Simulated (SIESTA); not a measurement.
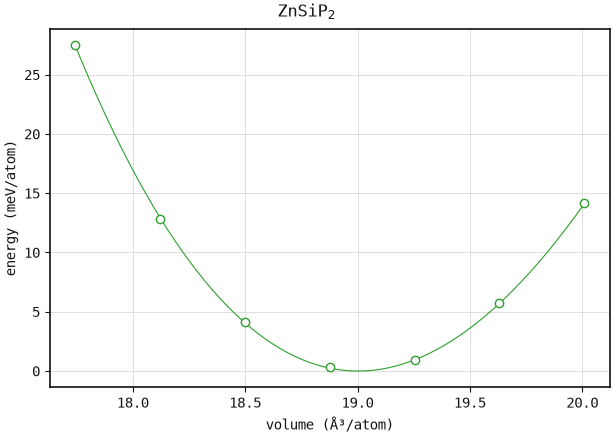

The picture above shows the energy against volume for ZnSiP₂, space group I-42d (No. 122).

The given structure:
```
CELL_PARAMETERS angstrom
-2.68670 2.68670 5.23003
2.68670 -2.68670 5.23003
2.68670 2.68670 -5.23003
ATOMIC_POSITIONS crystal
Zn 0.75000 0.25000 0.50000
Zn 0.00000 0.00000 0.00000
P 0.14230 0.62500 0.01730
P 0.60770 0.12500 0.98270
P 0.87500 0.85770 0.48270
P 0.37500 0.39230 0.51730
Si 0.25000 0.75000 0.50000
Si 0.50000 0.50000 0.00000
```

How it was computed, with SIESTA 5.4.2: DFT in numerical atomic orbitals with pseudopotentials, no spin polarisation; energies at scaled volumes of the given cell, shape and fractions fixed, counted from the fit's minimum, third-order Birch-Murnaghan fit. Level: PBEsol.

```json
{"setting": "k mesh", "value": "5×5×5"}
{"setting": "occupations", "value": "Fermi–Dirac"}
{"setting": "smearing width", "value": "0.05 eV"}
{"setting": "potentials", "value": "PseudoDojo 0.4 standard, converted to PSML, two zetas on semicore shells"}
{"setting": "program settings", "value": "basis DZP, mesh cutoff 800 Ry"}
```

From this curve and the settings, what does the calculation give for the pressure at the same points?

The pressure falls from 7.39 GPa at volume 17.74 Å³/atom to −4.28 GPa at 20.01 Å³/atom, and changes sign near 19.01 Å³/atom.

```json
{"volume (Å³/atom)": "17.74", "pressure (GPa)": "7.39"}
{"volume (Å³/atom)": "18.12", "pressure (GPa)": "4.93"}
{"volume (Å³/atom)": "18.50", "pressure (GPa)": "2.64"}
{"volume (Å³/atom)": "18.88", "pressure (GPa)": "0.68"}
{"volume (Å³/atom)": "19.25", "pressure (GPa)": "-1.17"}
{"volume (Å³/atom)": "19.63", "pressure (GPa)": "-2.85"}
{"volume (Å³/atom)": "20.01", "pressure (GPa)": "-4.28"}
```

Keep in mind: mulliken charges of long orbitals; short basis over semicore shells; valence orbitals made in semicore potential; shape and atomic fractions are frozen while scaling, which makes layered, chain and framework solids too stiff.
